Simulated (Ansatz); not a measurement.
```yaml
crystal:
  lattice:
    - [4.15650, 0.00000, 0.00000]
    - [0.00000, 5.87818, 0.00000]
    - [0.00000, 0.00000, 27.46951]
  atoms:
    - { symbol: In, position: [0.50000, 0.55669, 0.28933] }
    - { symbol: P, position: [0.00000, 0.76631, 0.26453] }
    - { symbol: In, position: [0.00000, 0.98310, 0.34530] }
    - { symbol: P, position: [0.50000, 0.23333, 0.34936] }
    - { symbol: In, position: [0.50000, 0.48702, 0.42512] }
    - { symbol: P, position: [0.00000, 0.73929, 0.42340] }
    - { symbol: In, position: [0.00000, 0.98417, 0.50000] }
    - { symbol: P, position: [0.50000, 0.23452, 0.50000] }
    - { symbol: In, position: [0.50000, 0.48701, 0.57487] }
    - { symbol: P, position: [0.00000, 0.73928, 0.57661] }
    - { symbol: In, position: [0.00000, 0.98308, 0.65470] }
    - { symbol: P, position: [0.50000, 0.23330, 0.65064] }
    - { symbol: In, position: [0.50000, 0.55664, 0.71067] }
    - { symbol: P, position: [0.00000, 0.76626, 0.73547] }
```

Computed with DFT PBEsol, scalar-relativistic, plane waves, PAW (Ansatz 0.2.0).

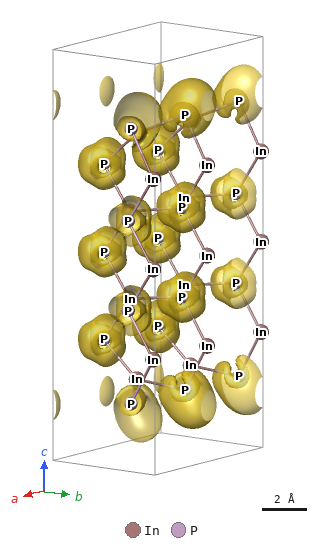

InP (slab). Isosurface of the ELF at 0.75 (yellow), seen at an oblique angle. Core shells and regions of very low density are left out. Sticks mark near contacts.

Core electrons are frozen (PAW), and the valence fields are smoothed inside the atomic spheres.

### Describe the localisation domains.

At this value the surface marks out seven regions wrapped around P (the valence shell of each), counted in one cell of 14 atoms. Counts are for one cell; the picture repeats the cell along the surface.

Values along the shortest contacts:
In–P (2.51 Å): the ELF peaks at about 0.85 in the valence shell of P, 0.8 Å from its nucleus, and is about 0.55 at the midpoint. In–P (2.55 Å): the ELF peaks at about 0.90 in the valence shell of P, 0.9 Å from its nucleus, and is about 0.55 at the midpoint.

### Metal or insulator at this level of theory?

It is gapped, with a Kohn–Sham gap of 1.00 eV on the k-point mesh, an upper bound to the gap of this method.
